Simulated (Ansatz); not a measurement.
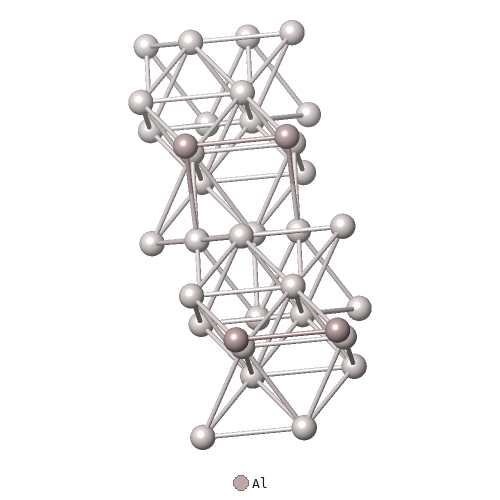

The system is O on an Al(101) slab cut from the P6_3/mmc phase, its upper half relaxed before the scan (9 atoms of substrate and one adsorbate in a 1 × 1 cell); the picture shows it without the atoms that are moved over the map. O is moved over the surface cell; relaxed at each place: the height of the adsorbate's atoms and the top layer of the substrate; the origin of the map has the adsorbate above Al9. Places are given modulo a cell vector. The map is drawn in real space over the plane of the surface. The scan uses a 4 × 4 grid. Energies are in eV, from the lowest grid point. At some places the adsorbate sinks to or below the level of the top layer. With one adsorbate in each 1 × 1 cell, its nearest image is 2.9 Å away, so neighbouring adsorbates interact. Theory: Ansatz 0.2.0, DFT PBE, scalar-relativistic, plane waves, PAW. Settings: cutoff 420 eV, k-mesh 9×3×1, gaussian smearing 0.1 eV, no spin polarisation.

Range: position of O10 along the first surface vector from 0.00 to 0.75; position of O10 along the second surface vector from 0.00 to 0.75.

What will the energy surface look like?

The lowest grid point is at a bridge site between two Al atoms, (0/4, 0/4) of the cell vectors. The highest grid point, (1/4, 2/4) of the cell vectors [nearest 1 Al at 1.66 Å], lies 2.88 eV above the lowest. At the lowest point the adsorbate has 2 Al at 1.69 Å as nearest neighbours, at the highest 1 Al at 1.66 Å. Its relaxed height above the top atom is 1.36 Å at the lowest and 0.54 Å at the highest point.

| second ↓, first → | 0/4 | 1/4 | 2/4 | 3/4 |
| --- | --- | --- | --- | --- |
| 3/4 | 0.61 | 0.56 | 0.60 | 0.60 |
| 2/4 | 2.28 | 2.88 | 2.24 | 0.42 |
| 1/4 | 0.95 | 0.99 | 1.39 | 1.39 |
| 0/4 | 0.00 | 0.04 | 0.08 | 0.03 |

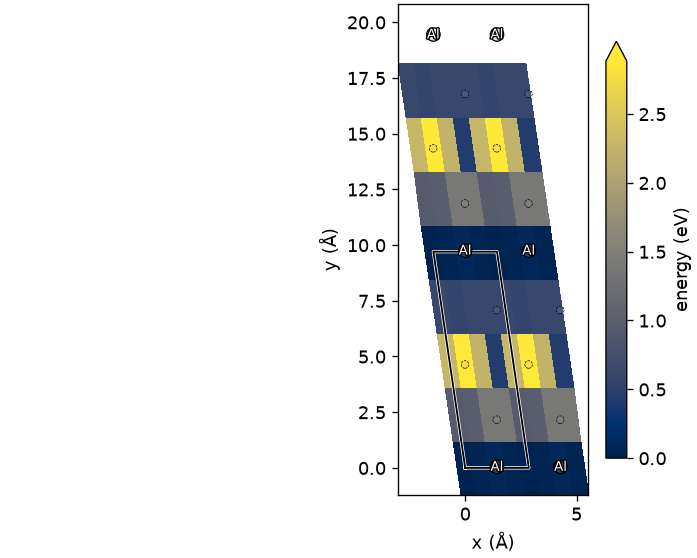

In the figure: one coloured cell a grid point, labelled circles for the atoms of the top layer and small ones for the second layer, the outline of one cell of the 2 × 2 shown, one colour for all values above the top of the scale.

Each point was launched as `ansatz run input.yaml --threads 1 --pin off --max-ram 3072MiB --backend cpu --events-out ev --progress --plain --runs-dir out`. Time for the 16 points that were run: 33 min on 1 thread of Intel(R) Xeon(R) 6975P-C (Granite Rapids), with other jobs on the host.
